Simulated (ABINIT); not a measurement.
**Band-structure run, with input and output: Ti2C (part 3 of 3)**

The same run, continued: Ti2C (3 atoms in the cell); Kohn-Sham DFT of a periodic cell, TB-mBJ, JTH PAW LDA v2.0, no spin polarisation (ABINIT 10.8.3); cutoff 625.86 eV, 8×8×8 k-mesh, fermi-dirac of 0.05 eV. The structure derives from a Materials Project entry.

Geometry of the input (Å; fractional positions):
```
1.5407  0.8895  4.8138
-1.5407  0.8895  4.8138
0.0000  -1.7790  4.8138
Ti 0.7545  0.7545  0.7545
Ti 0.2455  0.2455  0.2455
C  0.5000  0.5000  0.5000
```

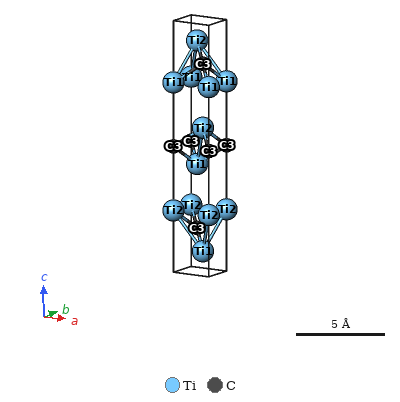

*The input geometry (ball-and-stick view of the cell 3 times as large as that of the calculation, set on its symmetry axes, seen slightly off an axis; atoms are numbered from 1 in the order of the input). An atom can appear more than once, as a periodic image.*

## Results in brief

- outcome: converged
- space group (tolerance 0.01 Å): R-3m (166)
- electrons treated: 28
- Fermi energy: 7.639 eV
- gap on the k-point mesh: none (metallic)
- hardware: 1 thread of Arm Neoverse V2, 24 GiB of memory available, shared host
- wall time: 25 min
- peak memory: 0.24 GiB
